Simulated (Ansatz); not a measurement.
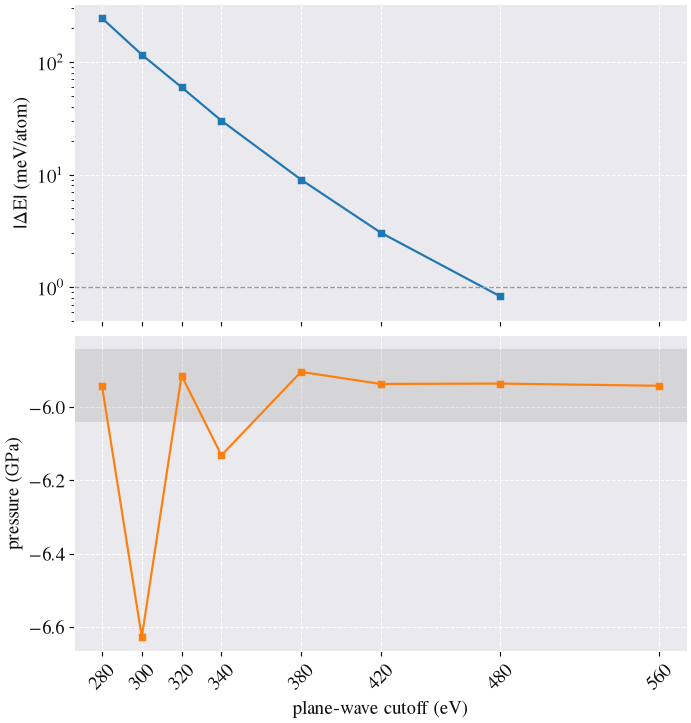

Scan of the plane-wave cutoff (density cutoff scaled with it).
The run: GaN (R3m, 2 atoms in the cell), by HSE06, plane waves, PAW datasets in Ansatz; 4×4×4 k-mesh, Fermi–Dirac smearing of 0.05 eV.
ΔE is the free energy less its value at the largest setting, 560 eV.
Dashed lines or grey bands mark the tolerance: 1 meV/atom and 0.1 GPa.
The pressure holds the program's Pulay correction for the finite basis; without it, low cutoffs would be much further off.
The atoms sit off their equilibrium sites.

What is enough for the free energy to 1 meV/atom?

The free energy is within 1 meV/atom of the largest setting's value from 480 eV on. It is off by 250 meV/atom at 280 eV, 30 meV/atom at 340 eV and 3.1 meV/atom at 420 eV (always above it). The smaller bases give higher energies, which fall towards the limit as the basis grows.

How does the pressure behave (tolerance 0.1 GPa)?

The pressure is within 0.1 GPa of the largest setting's value from 380 eV on. The agreement at 280 eV and 320 eV is by chance. It is −5.94 GPa at 280 eV, −6.63 GPa at 300 eV, −5.91 GPa at 320 eV, −6.13 GPa at 340 eV and −5.94 GPa at 560 eV.
